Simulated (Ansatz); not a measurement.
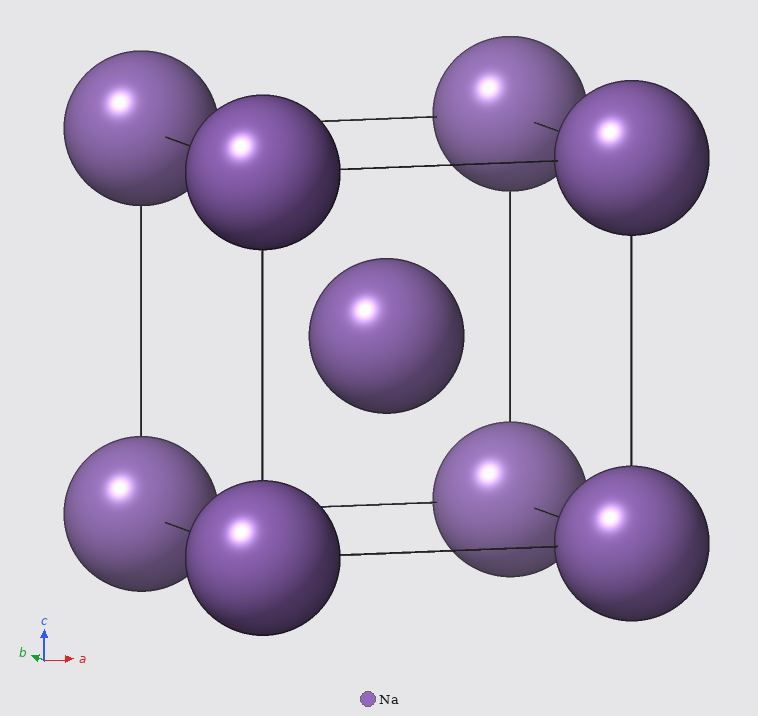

An orthographic spheres-only view of the structure, slightly off an axis. Atoms at the boundary of the conventional unit cell (the box) are drawn once for each face, edge or corner they touch.

Na, body-centred cubic (W type), space group Im-3m (No. 229), a = 4.224 Å, b = 4.224 Å, c = 4.224 Å, α = 90.00°, β = 90.00°, γ = 90.00°. The structure comes from the standard structure of this element. Earlier steps of the study may have refined or changed the cell and positions. It was run through Ansatz as a DFT input.

This one geometry was computed with Ansatz (DFT, plane waves, PAW) at three levels of theory: PBE with spin-orbit coupling, r2SCAN and PBE.

**How does the band gap change with the level of theory?**

All levels give a metal.

**Collect the results in a table.**

| level | cutoff (eV) | k-mesh of the run's cell | gap (eV) | pressure (GPa) |
| --- | --- | --- | --- | --- |
| PBE with spin-orbit coupling | 600 | 14×14×14 | metal | -0.1 |
| r2SCAN | 600 | 14×14×14 | metal | 0.0 |
| PBE | 600 | 14×14×14 | metal | -0.1 |

Gaps are taken on the k-mesh or band path of each run.
